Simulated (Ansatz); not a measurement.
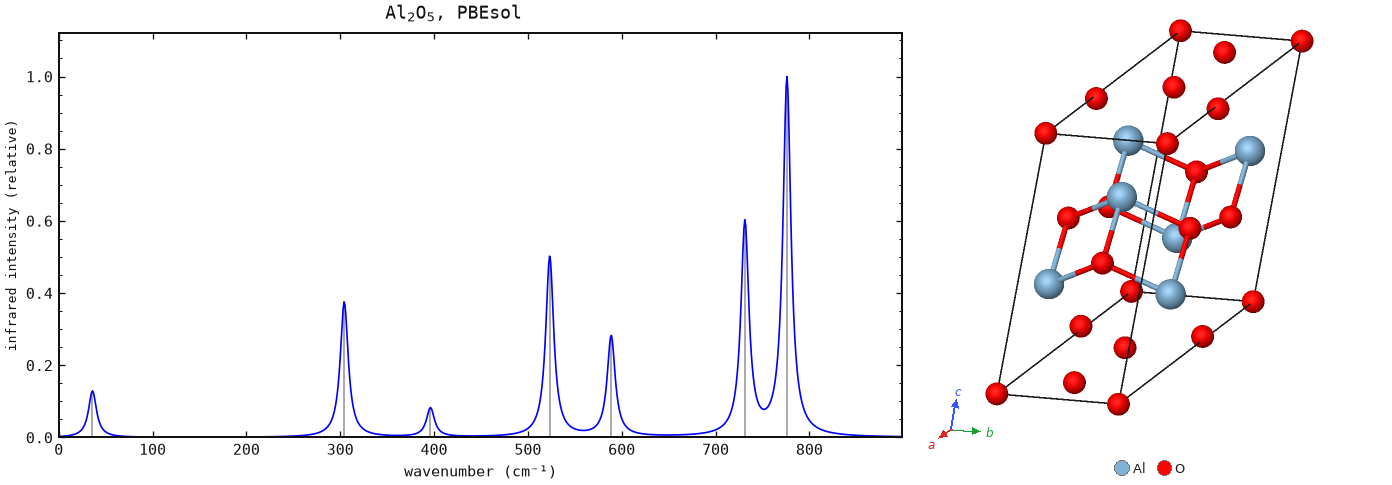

The plot gives the computed infrared spectrum of the zone-centre phonons for Al₂O₅, space group C2/m (No. 12) (cell built by us, not taken from a database). Lines are broadened by Lorentzians of 10 cm⁻¹ full width; the spectrum is scaled to its strongest line. These are zero-field (TO) frequencies; inactive modes don't show. Modes with imaginary frequency are left out of the spectrum. The conventional cell is drawn beside the plot.

Starting cell:
```yaml
crystal:
  lattice:
    - [4.87576, -1.49258, -0.88429]
    - [4.87576, 1.49258, -0.88429]
    - [-5.24900, 0.00000, 6.41616]
  atoms:
    - { symbol: Al, position: [0.41279, 0.41279, 0.68595] }
    - { symbol: Al, position: [0.58721, 0.58721, 0.31405] }
    - { symbol: O, position: [0.63488, 0.63488, 0.01660] }
    - { symbol: O, position: [0.36512, 0.36512, 0.98340] }
    - { symbol: O, position: [0.00000, 0.00000, 0.00000] }
    - { symbol: O, position: [0.12294, 0.12294, 0.45591] }
    - { symbol: O, position: [0.87706, 0.87706, 0.54409] }
```

Computed with Ansatz 0.2.0: infrared-active and silent optical phonons at the zone centre of an insulator with atoms at rest in the given cell, intensity summed over the level, zero macroscopic field, imaginary frequencies are negative, field response on a mesh refined by the program; PAW. Level: PBEsol, no spin polarisation.

```tsv
setting	value
wave cutoff	420 eV
k mesh	12×12×8
occupations	fixed
pressure	0 GPa
```

Which are the strongest infrared lines?

The strongest infrared line is at 776.1 cm⁻¹, followed by 731.3 (59 % of it), 523.3 (50 % of it) and 304.3 (38 % of it).

Note: a crossing between the sampled k points may be missed; field response not converged on the k mesh.

The computed values:

```tsv
frequency (cm⁻¹)	infrared ((D/Å)²/amu)
-594.5	228
-49.2	0.935
36.0	2.94
116.9	0
304.3	8.57
317.2	0
321.8	0
340.6	0
396.2	1.84
415.6	0
510.4	0
523.3	11.4
585.2	0
588.8	6.38
731.3	13.5
776.1	22.7
797.2	0
826.3	0
```
